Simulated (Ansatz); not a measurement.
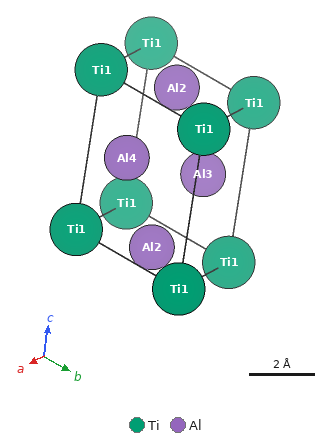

Fig. 1: The structure as given in the input (spheres-only view of the reduced cell, seen slightly off an axis; atoms are numbered from 1 in the order of the input). An atom can appear more than once, as a periodic image.

# Single-point calculation of TiAl₃

System: TiAl₃ (4 atoms in the cell).
Method: DFT r2SCAN, scalar-relativistic, plane waves, PAW, no spin polarisation (Ansatz 0.2.0).

The structure derives from a Materials Project entry. It belongs to a series of runs on one base structure; here: atom 2 (Al) moved -0.050 A along Cartesian [0 0 1]. Figures and captions count atoms from 1; the log counts them from 0 in places.

What the program printed:
```
Engine: ansatz 0.2.0, x86_64-unknown-linux-gnu
Pseudopotentials: kind: paw
Pseudopotential: Ti, paw, valence charge 12, recommended cutoff 500 eV (meta_gga), Ti.paw.azcp
Pseudopotential: Al, paw, valence charge 3, recommended cutoff 500 eV (meta_gga), Al.paw.azcp
Functional definition: r2SCAN
  parameter k0 = 0.174
  parameter k1 = 0.065
  parameter a1 = 4.9479
  exchange = r2scan_x(k0 = k0, k1 = k1, a1 = a1)
  correlation = r2scan_c
Crystal: 4 atoms, lattice volume = 62.614 Å³
Basis set: ecut = 500 eV, 1555 PW (Γ), exchange–correlation on 160×160×160 points (64 copies of the dense FFT grid, shifted against one another)
Bands: 15, of which v1, the nominal top of the filled ones, is band 11 counted from 1 (10 counted from 0)
Symmetry: 8 space group operations
Space group: I4mm (ITA 107), of the structure as read, at distance tolerance 4.0e-5 Å
k-points: 480 of 5832 (time reversal used)
Non-local potential: Ti, projectors of the file, l = 0: 3, l = 1: 2, l = 2: 3, l = 3: 1
Non-local potential: Al, projectors of the file, l = 0: 2, l = 1: 2, l = 2: 1
PAW form: soft (Blöchl's): semilocal exchange-correlation on the pseudo side does not see the compensation charge
PAW frozen core: Ti, regenerated for the run's functional (the file was generated under x = pbe(κ = 0.804, μ = 0.2195149727645171), c = pbe(β = 0.06672455060314922))
PAW frozen core: Al, regenerated for the run's functional (the file was generated under x = pbe(κ = 0.804, μ = 0.2195149727645171), c = pbe(β = 0.06672455060314922))
PAW one-centre angular grid: Ti, 590 points (default); XC on 160 Gauss nodes
PAW one-centre angular grid: Al, 302 points (default); XC on 160 Gauss nodes
Initial density: superposition of atomic densities (neutral atoms: chi_scale 0, normalization atom), corrected by the library's trained network
Initial wavefunctions: pseudopotential atomic-orbital guess
Functional: x = r2scan, c = r2scan; τ floored in thin density (d = 2e-4 eV/Å³)
SCF iter   1: F=—  HF=-4127.309339 eV  |F-HF|=—  |Δ(HF+E_count)|=         —  Δρ=1.25e-2  dr2=1.30e-1  dr2_τ=2.77e-2  ethr=1.77e-3  ⟨swp⟩=5.3  Hψ=41249  notcnv=0
preconditioner: auto → Kerker (q_TF=auto, 2.274 Å⁻¹)  [metal: Δε(μ)=0.005 eV  Ē_g=6.020 eV  σ=0.150 eV  W_gap=0.02  n_scr=10 (ndim 8)  ℏωp=16.9 eV  f_vac=0.000  D(μ)=1.53/eV (n_scr^D=10)]
SCF iter   2: F=—  HF=-4127.348867 eV  |F-HF|=—  |Δ(HF+E_count)|=   3.95e-2  Δρ=4.90e-3  dr2=1.83e-2  dr2_τ=3.41e-3  ethr=6.17e-4  ⟨swp⟩=2.6  Hψ=17822  notcnv=0  defer=36
SCF iter   3: F=—  HF=-4127.347854 eV  |F-HF|=—  |Δ(HF+E_count)|=   1.01e-3  Δρ=2.37e-3  dr2=3.29e-3  dr2_τ=7.71e-5  ethr=8.71e-5  ⟨swp⟩=2.1  Hψ=10268  notcnv=0  defer=36
SCF iter   4: F=—  HF=-4127.347822 eV  |F-HF|=—  |Δ(HF+E_count)|=   3.18e-5  Δρ=2.41e-4  dr2=3.27e-5  dr2_τ=2.79e-6  ethr=1.57e-5  ⟨swp⟩=2.7  Hψ=11735  notcnv=0  defer=36
SCF iter   5: F=—  HF=-4127.347855 eV  |F-HF|=—  |Δ(HF+E_count)|=   3.29e-5  Δρ=1.01e-4  dr2=7.56e-6  dr2_τ=3.68e-7  ethr=1.56e-7  ⟨swp⟩=2.0  Hψ=10326  notcnv=0  defer=36
SCF iter   6: F=—  HF=-4127.347853 eV  |F-HF|=—  |Δ(HF+E_count)|=   1.52e-6  Δρ=2.59e-5  dr2=6.35e-7  dr2_τ=1.85e-8  ethr=3.60e-8  ⟨swp⟩=1.8  Hψ=9598  notcnv=0  defer=36
SCF iter   7: F=-4127.347853 eV  HF=-4127.347853 eV  |F-HF|=3.98e-9  |Δ(HF+E_count)|=   7.22e-8  Δρ=4.07e-6  dr2=1.29e-8  dr2_τ=4.40e-10  ethr=4.76e-10  ⟨swp⟩=8.4  Hψ=46433  notcnv=0
SCF 1 converged in 7 iterations: F = -4127.347853 eV  dr2 = 1.29e-8
  greatest PAW one-centre occupation: 1.001 electrons in one spin orbital (limit 2), on the Ti atom at site 0 (counted from 0), in its partial waves of l = 1
```

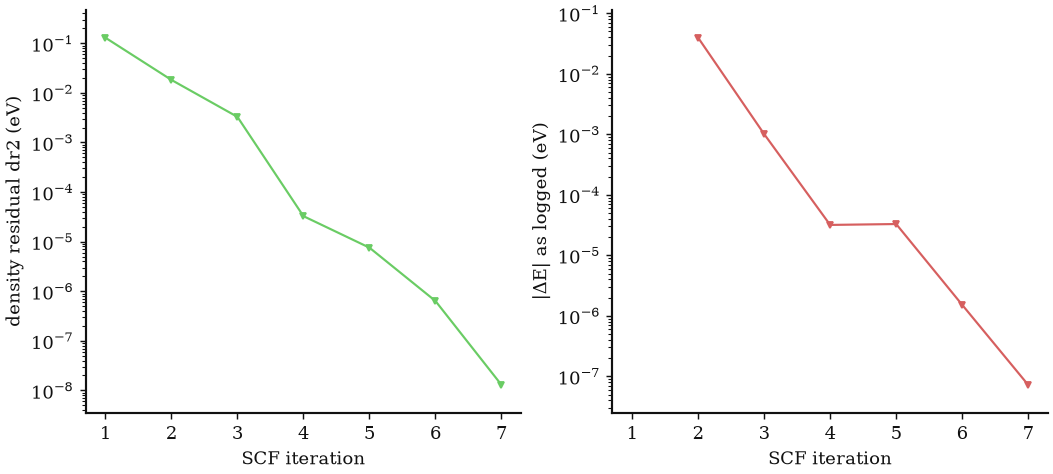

Fig. 2: Convergence of the self-consistent field: density residual dr2 and size of the energy change against the SCF iteration. The residual falls at every step.

```
SCF converged after 7 iterations
Free energy (F): -4127.347853 eV
Harris-Foulkes:  -4127.347853 eV  (|F-HF|=3.98e-9)
Internal energy: -4127.329857 eV  (E = F + TS)
E sigma→0 (E₀):  -4127.338855 eV
Entropy (-TS):   -0.017997 eV (-4.499 meV/atom)
Fermi energy:    9.701444 eV
--- Per-component energies (eV) ---
  E_band       = -166.097587
  E_kinetic    = 345.068116
  E_local      = -1184.049919  (includes V_loc(G=0)·N_el)
  E_nonlocal   = 37.667110
  E_hartree    = 521.273936
  E_xc         = -204.750360
  E_vxc        = -228.346977  (∫ρ·V_xc dr)
  E_paw        = -2477.173741  (= ΣΔE_a)
  E_vpaw       = -191.721452  (= ΣTr[D̂ρ^β])
  E_aug_tail   = 0.000094  (compensation charges beyond the density's cutoff)
  E_vtau       = 12.741132  (kinetic-family band-sum trace: ∫τ·v_τ [+ j·A + Jᵃ·Aᵃ] dr)
  E_ewald      = -1164.931311
  E_core_change = -0.433781  (= ΣΔE_core)
  E_smearing   = -0.017997  (= −TS)
  E_closure    = 0.000000  (closes the sum)
  Σ components = -4127.347853   (vs F -4127.347853, Δ=0.00e0)
--- Forces (eV/Å), atoms counted from 1 ---
  atom   1  Ti    -0.00000000    -0.00000000     0.01010807
  atom   2  Al    -0.00000000     0.00000000     0.21102061
  atom   3  Al     0.00000000     0.00000000    -0.11056632
  atom   4  Al    -0.00000000     0.00000000    -0.11056632
  max |Σ_I F_I| component: 3.96e-6 eV/Å
--- Stress (GPa, compression-positive) ---
        0.039578       0.000000      -0.000000
        0.000000       0.039578      -0.000000
       -0.000000       0.000000      -0.038270
  P = ⅓ Tr σ = 0.0136 GPa (0.136 kbar)
--- Band table (eV; the first three rows and the last of 480) ---
  k-point 0: bands = ["-49.1379", "-24.3936", "-24.3936", "-24.3272", "-1.0528", "6.7288", "6.8087", "8.2364", "8.3749", "8.3749", "10.5628", "11.4628", "11.4628", "11.8799", "12.5717"]
  k-point 1: bands = ["-49.1378", "-24.3946", "-24.3944", "-24.3271", "-0.9845", "6.7686", "6.7914", "8.1258", "8.1942", "8.3523", "10.2249", "11.5560", "11.5989", "11.8012", "12.7481"]
  k-point 2: bands = ["-49.1376", "-24.3972", "-24.3966", "-24.3268", "-0.7805", "6.6679", "6.9523", "7.6773", "7.9355", "8.3013", "9.5369", "11.6944", "11.7732", "11.7820", "13.0178"]
  k-point 479: bands = ["-49.1378", "-24.3939", "-24.3939", "-24.3307", "0.6573", "1.6293", "7.6449", "8.6376", "8.6376", "9.4162", "10.4809", "10.4809", "10.6916", "12.9155", "14.9634"]
```

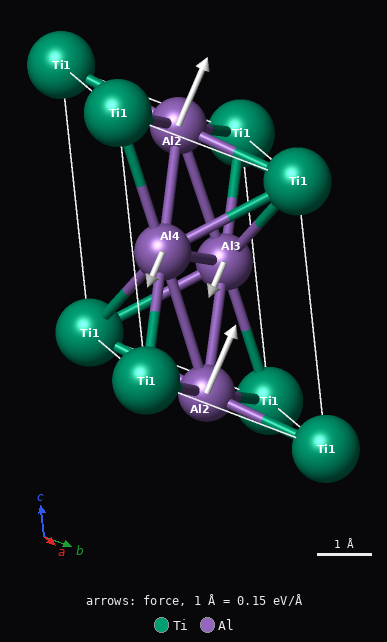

Fig. 3: Forces on the atoms as white arrows (ball-and-stick view of the reduced cell, seen slightly off an axis; atoms are numbered from 1 in the order of the input); the smallest are left out. The largest act on Al2 (0.21 eV/Å); Al3, Al4 (0.11 eV/Å). The geometry is not a stationary point of this energy.

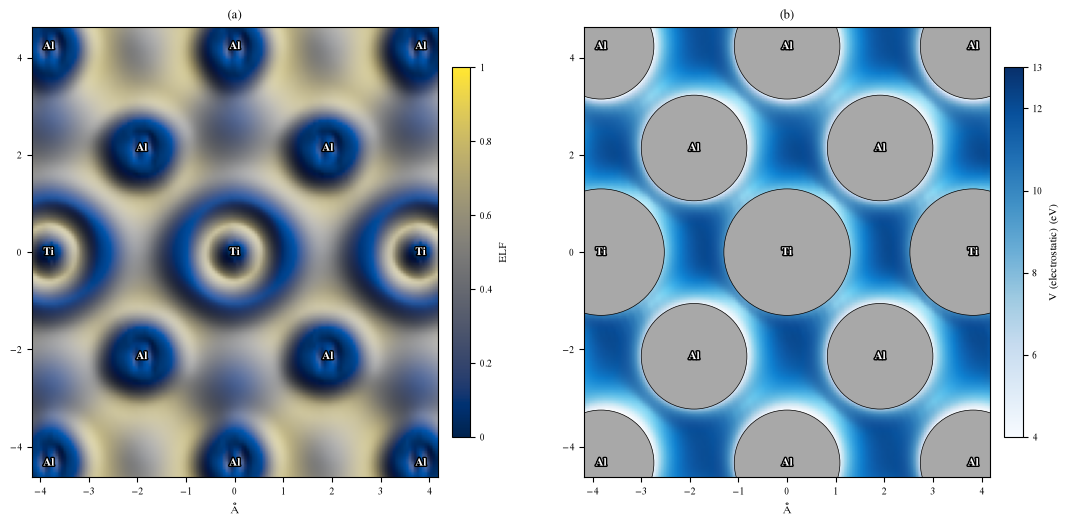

Fig. 4: (a) ELF; (b) electrostatic potential energy of an electron on the (010) plane of the conventional cell. Grey discs, where drawn, cover atomic cores. The section cuts through Ti and Al sites. Al–Al (2.83 Å): the ELF peaks at about 0.65 between the atoms. Al–Al (2.91 Å): the ELF peaks at about 0.60 between the atoms. The strong features right at Ti lie inside the PAW spheres (semicore, d or f shells) and say nothing about bonding. Outside the cores the potential energy rises away from the atoms and is highest about 1.9 Å from the nearest atoms; outside the discs it spans about 8 eV, and its zero is arbitrary. In a PAW calculation such maps are meaningful between the atoms, not at the nuclei.

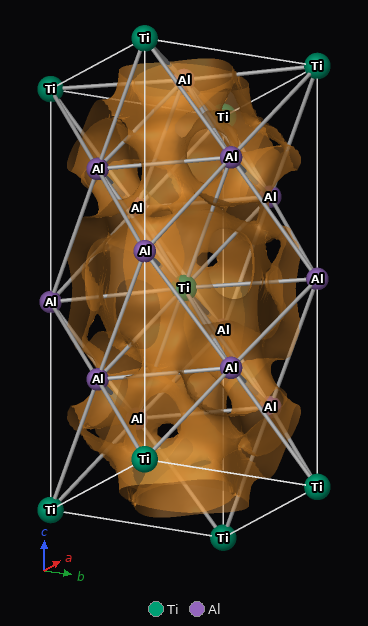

Fig. 5: Isosurface of the electron localisation function at 0.6 (orange), seen at an oblique angle. Only the valence region is drawn (cores and ρ < 0.01 e/Å³ removed). Sticks mark near contacts. The outline is the cell set on symmetry axes. The ELF exceeds this value in one network that runs through the whole crystal, counted in one cell of 8 atoms. Profiles from the grid: Al–Al (2.70 Å): the ELF peaks at about 0.70 between the atoms. Ti–Al (2.70 Å): the ELF is about 0.35 at the midpoint, which marks nearly free electrons, as in a simple metal.

This output came from the following input.

Input file:
```yaml
crystal:
  lattice:
    - [-1.9120003552, 1.9120003552, 4.281915038]
    - [1.9120003552, -1.9120003552, 4.281915038]
    - [1.9120003552, 1.9120003552, -4.281915038]
  atoms:
    - { symbol: Ti, position: [0.0, 0.0, 0.0] }
    - { symbol: Al, position: [0.4941614909, 0.4941614909, 0.0] }
    - { symbol: Al, position: [0.75, 0.25, 0.5] }
    - { symbol: Al, position: [0.25, 0.75, 0.5] }
basis:
  ecutwfc: 500
kpoints:
  mp_grid: { grid: [18, 18, 18] }
hamiltonian:
  xc: r2scan
scf:
  occupations: { method: gaussian, width: 0.15 }
output:
  forces: true
  stress: true
  eigenvalues: true
  write_density: true
  write_potential: true
  elf: true
  volumetric_format: npy
```

Launch command:
```bash
ansatz run input.yaml --threads 1 --pin off --max-ram 2560MiB --backend cpu --events-out ev --progress --plain --runs-dir out
```

Key numbers:

- outcome: converged
- space group (tolerance 0.01 Å): I4mm (107)
- electrons treated: 21
- free energy: −4127.3479 eV
- Fermi energy: 9.701 eV
- gap on the k-point mesh: none (metallic)
- pressure: 0.01 GPa
- largest force (length of the vector): 0.211 eV/Å
- hardware: 1 thread of Intel Xeon @ 2.70GHz, 189 GiB of memory available, shared host
- wall time: 1.9 min
- peak memory: 1.1 GiB
